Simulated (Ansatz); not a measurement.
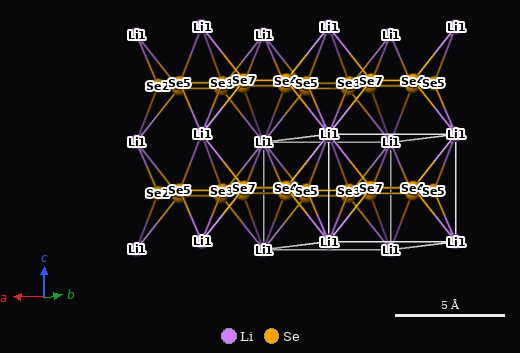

Crystalline LiSe$_{6}$ (a generated structure, set up in P6/mmm) (coarse preliminary run), before the relaxation. A ball-and-stick model of the cell of the calculation, repeated 2 × 1 × 2 with one cell outlined, seen from a free direction.

These are results of DFT PBE, scalar-relativistic, plane waves, PAW in Ansatz, not measurements.

Input file:
```yaml
crystal:
  lattice:
    - [5.84249614, 0.0, 0.0]
    - [-2.92124807, 5.05975008, 0.0]
    - [0.0, 0.0, 4.95067308]
  atoms:
    - { symbol: Li, position: [0.0, 0.0, 0.0] }
    - { symbol: Se, position: [0.0, 0.33361241, 0.5] }
    - { symbol: Se, position: [0.66638759, 0.66638759, 0.5] }
    - { symbol: Se, position: [0.33361241, 0.0, 0.5] }
    - { symbol: Se, position: [0.0, 0.66638759, 0.5] }
    - { symbol: Se, position: [0.33361241, 0.33361241, 0.5] }
    - { symbol: Se, position: [0.66638759, 0.0, 0.5] }
basis:
  ecutwfc: 420
kpoints:
  mp_grid: { grid: [3, 3, 4] }
hamiltonian:
  xc: pbe
scf:
  occupations: { method: gaussian, width: 0.1 }
  lower_state_search: "off"
output:
  forces: true
  stress: true
  eigenvalues: true
relax:
  adjacent_minimum: "off"
  f_tol: 0.04
  max_steps: 70
  cell: { stress_tol: 0.4 }
```

Run as
```bash
ansatz run input.yaml --threads 1 --pin off --max-ram 2048MiB --backend cpu --events-out ev --progress --plain --runs-dir out
```

Where does the relaxation end?

Answer. The largest moves relative to the cell, 0.23 Å, are those of Se2, Se3, Se4, Se5, Se6 and Se7. Se3 goes along [1 1 0]. Li stays in place. The volume changes by +57.0 %, with a = b 5.842 → 8.082 Å (+38.3 %), c 4.951 → 4.063 Å (−17.9 %). Some distances before and after: Se2–Se5 1.944 → 3.154 Å, Se2–Se6 1.949 → 2.464 Å, Li1–Se2 3.151 → 3.193 Å. Bonds break: Se2–Se5 (1.94 → 3.15 Å), Se3–Se6 (1.94 → 3.15 Å), Se4–Se7 (1.94 → 3.15 Å). The space group stays P6/mmm (No. 191). After 15 accepted moves (17 points after the start) the energy has fallen by 4522 meV per atom. The largest force component goes from 0.29 to 0.0021 eV/Å. The pressure goes from 101.17 to 0.03 GPa. At 2 points the geometry stayed and the basis and grid were re-selected for the new cell (energy shift of 89.7 meV per atom at most each time). The run took 110 s on 1 thread of Intel(R) Xeon(R) Platinum 8259CL CPU @ 2.50GHz (Skylake/Cascade Lake), with other jobs on the host, peak memory 0.57 GiB.

History of the run:

| step | E − E(0), meV/atom | largest force component, eV/Å | pressure, GPa | volume, Å³/atom | note |
| --- | --- | --- | --- | --- | --- |
| 0 | 0.00 | 0.2876 | 101.17 | 20.907 |  |
| 1 | -1612.84 | 0.1801 | 65.79 | 22.991 |  |
| 2 | -2714.64 | 0.0909 | 42.20 | 25.104 |  |
| 3 | -3459.13 | 0.0382 | 25.73 | 27.295 |  |
| 4 | -3937.56 | 0.3990 | 15.44 | 29.439 |  |
| 5 | -4205.18 | 0.4830 | 6.37 | 31.506 |  |
| 6 | -4310.70 | 0.6184 | 1.27 | 31.760 |  |
| 7 | -4345.83 | 0.5995 | -0.40 | 30.871 |  |
| 8 | -4369.25 | 0.4991 | -0.77 | 29.525 |  |
| 9 | -4379.63 | 0.2304 | -2.14 | 29.995 |  |
| 10 | -4385.73 | 0.0374 | -0.57 | 28.759 |  |
| 11 | -4385.96 | 0.0578 | 0.76 | 28.771 |  |
| 12 | -4386.80 | 0.0022 | -0.02 | 28.920 |  |
| 13 | -4476.49 | 0.0243 | 3.75 | 28.920 | same geometry, new basis |
| 14 | -4508.87 | 0.0357 | 1.78 | 30.510 |  |
| 15 | -4521.31 | 0.0917 | -0.13 | 32.545 |  |
| 16 | -4521.91 | 0.0023 | 0.03 | 32.828 |  |
| 17 | -4522.02 | 0.0021 | 0.03 | 32.828 | same geometry, new basis |

The structure at the end:

```
Li Se
1.0
     8.08159    0.00000    0.00000
    -4.04080    6.99886    0.00000
     0.00000    0.00000    4.06270
Li Se
1 6
Direct
  0.00000 0.00000 0.00000
  0.00000 0.30487 0.50000
  0.69513 0.69513 0.50000
  0.30487 0.00000 0.50000
  0.00000 0.69513 0.50000
  0.30487 0.30487 0.50000
  0.69513 0.00000 0.50000
```

The end point in the same view:

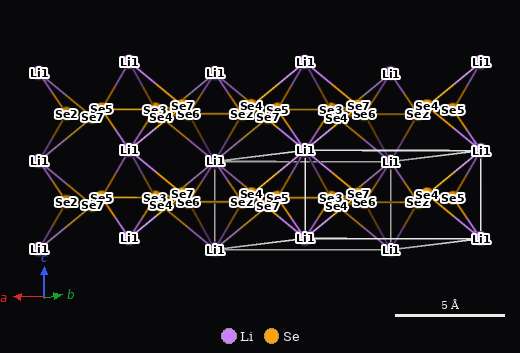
